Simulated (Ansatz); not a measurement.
**Si9O16 (cell with a defect): density, localisation and related maps**

```
CELL_PARAMETERS angstrom
-4.15200 -4.15200 0.00000
4.15200 -4.15200 0.00000
0.00000 0.00000 5.31800
ATOMIC_POSITIONS crystal
Si 0.51842 0.47630 0.00569
Si 0.00905 0.50587 0.24970
O 0.21248 0.47686 0.01238
O 0.98752 0.20984 0.24959
O 0.81846 0.50463 0.00016
O 0.98135 0.80405 0.24975
Si 0.51841 0.47626 0.49384
Si 0.03018 0.52248 0.74968
O 0.21247 0.47666 0.48704
O 0.99086 0.21036 0.74973
O 0.81846 0.50455 0.49927
O 0.88518 0.85715 0.74963
Si 0.97616 0.01823 0.01365
Si 0.47181 0.99102 0.24970
O 0.68643 0.02062 0.04358
O 0.50392 0.69003 0.24985
O 0.26389 0.99800 0.02546
O 0.50139 0.29731 0.24968
Si 0.97617 0.01829 0.48566
Si 0.61124 0.01724 0.74963
O 0.68652 0.02092 0.45575
O 0.51735 0.64021 0.74980
O 0.26386 0.99839 0.47381
O 0.52378 0.28549 0.74977
Si 0.30520 0.83687 0.74953
```

PAW files of the earlier set (soft_1).

Method: DFT PBE, scalar-relativistic, plane waves, PAW in Ansatz.

The density is the valence pseudo-density of a PAW calculation; it isn't the true density close to the nuclei.

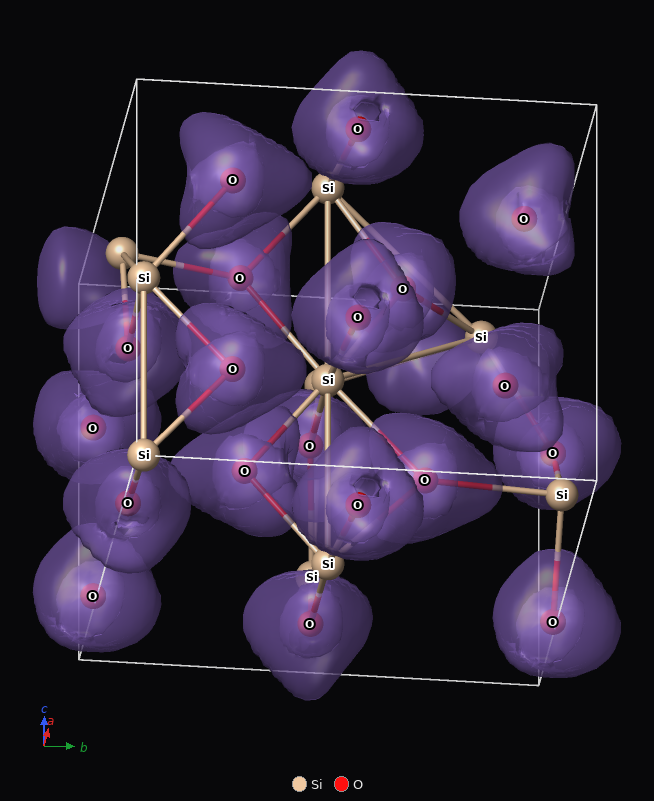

Figure 1. Isosurface of the electron localisation function at 0.75 (purple), seen at an oblique angle. Only the valence region is drawn (cores and ρ < 0.01 e/Å³ removed). Sticks mark near contacts.

Q: Where are the electrons localised?

A: At this value the surface marks out two regions between bonded Si–Si atoms (shared pairs) and 16 regions on O in which the atom's valence shell and bonds are merged, counted in one cell of 25 atoms. Regions shared between cells count once. Along the contacts the grid gives the following. Si–O (1.62 Å): the ELF peaks at about 0.85 between the atoms. Si–Si (2.09 Å): the ELF peaks at about 1 between the atoms.

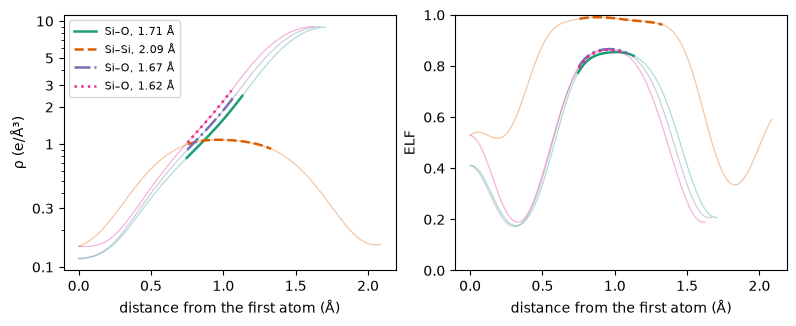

Figure 2. Valence electron density and ELF along straight lines between neighbouring atoms. Thin, pale parts lie inside the atomic spheres.

Q: Compare the contacts.

A: Si–O (1.71 Å): the density is about 1 e/Å³ at the midpoint; the ELF peaks at about 0.85 between the atoms.
Si–Si (2.09 Å): ρ is about 1.1 e/Å³ halfway; the ELF peaks at about 1 between the atoms.
Si–O (1.67 Å): ρ is about 1.1 e/Å³ halfway; the ELF peaks at about 0.85 between the atoms.
Si–O (1.62 Å): ρ at the midpoint is about 1.2 e/Å³; the ELF peaks at about 0.85 between the atoms.

Q: Does the calculation make it a metal, or give it a gap?

A: It is gapped, with a Kohn–Sham gap of 2.5 eV on the k-point mesh (the band edges may lie off the mesh, which would make the gap smaller).
